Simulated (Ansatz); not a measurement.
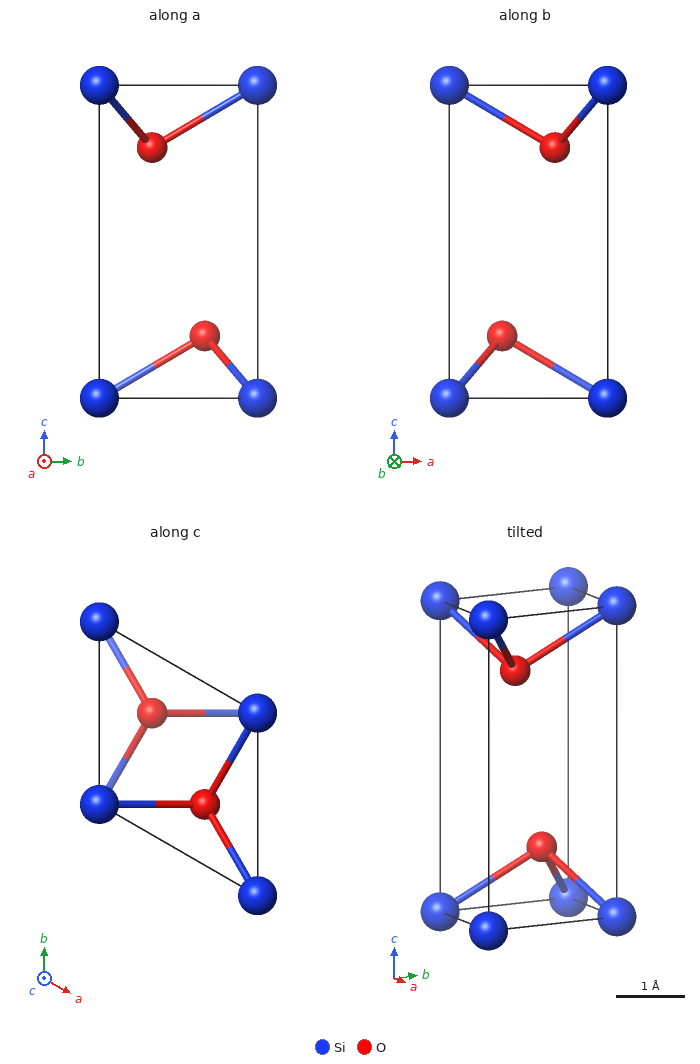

The figure gives a ball-and-stick picture of the atoms, viewed along the a axis, along the b axis, along the c axis and slightly off an axis. The lines enclose the conventional unit cell; boundary atoms appear with their images.

Lattice parameters: a = 2.687 Å, b = 2.687 Å, c = 4.603 Å, α = 90.00°, β = 90.00°, γ = 120.00°.

Question: Write down what is shown as a table of Wyckoff sites, with free fractional coordinates to two decimals.

Answer: Space group P-3m1 (No. 164).
| atom | site | x | y | z |
| --- | --- | --- | --- | --- |
| Si | 1a | 0.00 | 0.00 | 0.00 |
| O | 2d | 0.3333 | 0.6667 | 0.20 |

The structure comes from a structure type filled with these elements by a generator (whether the compound takes this form wasn't checked). Earlier steps of the study may have refined or changed the cell and positions. It went into a calculation with Ansatz.
